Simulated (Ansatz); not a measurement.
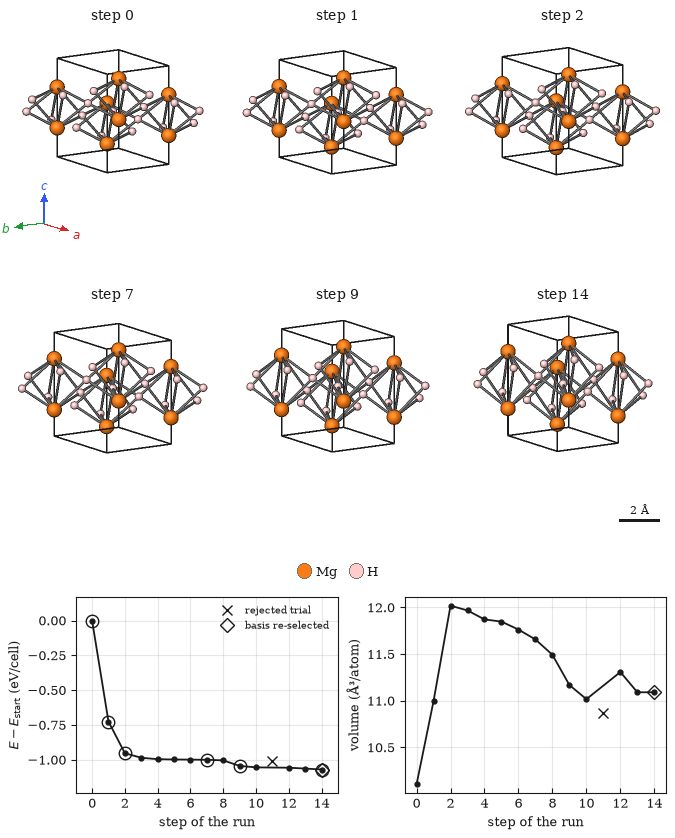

Frames of a relaxation of crystalline Mg2H3 (a generated structure, set up in P6/mmm) (coarse preliminary run), marked on the history of the run. The picture is a ball-and-stick view of the cell of the calculation, seen from a free direction.

Method: DFT PBE, scalar-relativistic, plane waves, PAW in Ansatz. Settings: plane-wave cutoff 420 eV; k-point mesh 6 × 6 × 4; occupations gaussian; smearing width 0.1 eV; no spin polarisation; cell and atoms relaxed; force threshold 0.04 eV/Å; at most 70 steps.

Q: Describe the path.

A: The energy falls by 1.069 eV per cell of the calculation in 12 accepted moves (14 points after the start). The largest force component goes from 3.7 to 0.0002 eV/Å. Pressure: 17.04 GPa at the start and 0.11 GPa at the end. The line search rejected the trial step at point 11 of the run. At 1 point the geometry stayed and the basis and grid were re-selected for the new cell (energy shift of 6.8 meV per cell of the calculation at most each time). The largest moves relative to the cell, 0.29 Å, are those of Mg atoms. H stays in place. The drawn cell changes as follows: a = b 3.298 → 3.253 Å (−1.4 %), c 5.363 → 6.051 Å (+12.8 %); the volume changes by +9.8 %. Some distances before and after: Mg–Mg 2.220 → 3.093 Å, H–Mg 1.988 → 2.244 Å. The space group stays P6/mmm (No. 191). From step 0 to 1: Mg atoms move most (0.09 Å), volume +8.8 %, energy −0.725 eV per cell of the calculation. From step 1 to 2: Mg atoms move most (0.04 Å), volume +9.3 %, energy −0.227 eV per cell of the calculation. From step 2 to 7: Mg atoms move most (0.08 Å), volume −3.0 %, energy −47.2 meV per cell of the calculation. From step 7 to 9: Mg atoms move most (0.05 Å), volume −4.2 %, energy −44.0 meV per cell of the calculation. From step 9 to 14: volume −0.7 %, energy −25.7 meV per cell of the calculation.

```json
{"step": "0", "E − E(0), meV/atom": "0.00", "largest force component, eV/Å": "3.7397", "pressure, GPa": "17.04", "volume, Å³/atom": "10.104", "note": ""}
{"step": "1", "E − E(0), meV/atom": "-144.98", "largest force component, eV/Å": "1.7068", "pressure, GPa": "7.40", "volume, Å³/atom": "10.996", "note": ""}
{"step": "2", "E − E(0), meV/atom": "-190.44", "largest force component, eV/Å": "0.5944", "pressure, GPa": "1.37", "volume, Å³/atom": "12.019", "note": ""}
{"step": "3", "E − E(0), meV/atom": "-196.96", "largest force component, eV/Å": "0.0498", "pressure, GPa": "0.42", "volume, Å³/atom": "11.968", "note": ""}
{"step": "4", "E − E(0), meV/atom": "-199.01", "largest force component, eV/Å": "0.1319", "pressure, GPa": "0.13", "volume, Å³/atom": "11.872", "note": ""}
{"step": "5", "E − E(0), meV/atom": "-199.43", "largest force component, eV/Å": "0.0425", "pressure, GPa": "-0.03", "volume, Å³/atom": "11.848", "note": ""}
{"step": "6", "E − E(0), meV/atom": "-199.61", "largest force component, eV/Å": "0.0064", "pressure, GPa": "-0.03", "volume, Å³/atom": "11.763", "note": ""}
{"step": "7", "E − E(0), meV/atom": "-199.88", "largest force component, eV/Å": "0.0325", "pressure, GPa": "0.03", "volume, Å³/atom": "11.657", "note": ""}
{"step": "8", "E − E(0), meV/atom": "-200.70", "largest force component, eV/Å": "0.0795", "pressure, GPa": "0.12", "volume, Å³/atom": "11.493", "note": ""}
{"step": "9", "E − E(0), meV/atom": "-208.67", "largest force component, eV/Å": "0.1791", "pressure, GPa": "0.39", "volume, Å³/atom": "11.169", "note": ""}
{"step": "10", "E − E(0), meV/atom": "-210.76", "largest force component, eV/Å": "0.0930", "pressure, GPa": "0.50", "volume, Å³/atom": "11.018", "note": ""}
{"step": "11", "E − E(0), meV/atom": "-202.06", "largest force component, eV/Å": "0.4154", "pressure, GPa": "0.56", "volume, Å³/atom": "10.869", "note": "rejected"}
{"step": "12", "E − E(0), meV/atom": "-211.23", "largest force component, eV/Å": "0.1496", "pressure, GPa": "-0.49", "volume, Å³/atom": "11.308", "note": ""}
{"step": "13", "E − E(0), meV/atom": "-212.45", "largest force component, eV/Å": "0.0002", "pressure, GPa": "0.01", "volume, Å³/atom": "11.091", "note": ""}
{"step": "14", "E − E(0), meV/atom": "-213.81", "largest force component, eV/Å": "0.0002", "pressure, GPa": "0.11", "volume, Å³/atom": "11.091", "note": "same geometry, new basis"}
```
